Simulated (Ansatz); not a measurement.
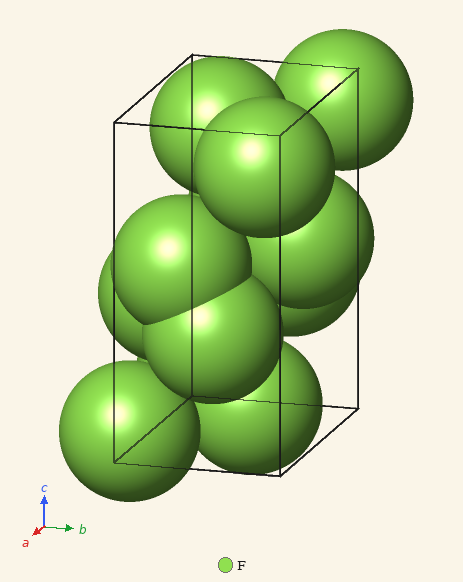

Shown here is a space-filling view of the crystal, taken slightly off an axis. The conventional unit cell is outlined; an atom on or near a face, edge or corner is repeated at each equivalent position.

F, space group Cmce (No. 64), a = 4.946 Å, b = 3.221 Å, c = 6.545 Å, α = 90.00°, β = 90.00°, γ = 90.00°. It goes back to a structure listed in the Materials Project. Earlier steps of the study may have refined or changed the cell and positions. A calculation with Ansatz used it as input.

This one geometry was computed with Ansatz (DFT, plane waves, PAW) at six levels of theory: PBE, LDA, Hartree-Fock, PBE0, dielectric-dependent PBE0 (fraction 1/eps_inf of PBE) and r2SCANh.

Question: Which level gives the highest pressure at this volume, and what does that say about its equilibrium volume?

Answer: Highest: PBE (4.6 GPa), which points to the largest equilibrium volume. Lowest, with the smallest volume: Hartree-Fock (-6.0 GPa). Levels within 0.5 GPa of each other can't be told apart.

Question: How does the band gap change with the level of theory?

Answer: LDA: a gap of 2.69 eV, direct; PBE: a gap of 2.94 eV, direct; r2SCANh: a gap of 5.29 eV, direct; PBE0: a gap of 6.96 eV, direct; dielectric-dependent PBE0 (fraction 1/eps_inf of PBE): a gap of 10.93 eV, direct; Hartree-Fock: a gap of 19.08 eV, direct.

Question: Collect the results in a table.

Answer:
| level | cutoff (eV) | k-mesh of the run's cell | gap (eV) | pressure (GPa) |
| --- | --- | --- | --- | --- |
| PBE | 420 | 10×10×4 | 2.94 | 4.6 |
| LDA | 420 | 10×10×4 | 2.69 | -2.2 |
| Hartree-Fock | 420 | 6×6×4 | 19.08 | -6.0 |
| PBE0 | 420 | 6×6×4 | 6.96 | 0.1 |
| dielectric-dependent PBE0 (fraction 1/eps_inf of PBE) | 420 | 6×6×4 | 10.93 | -4.1 |
| r2SCANh | 500 | 6×6×4 | 5.29 | -0.6 |

Gaps are taken on the k-mesh or band path of each run.
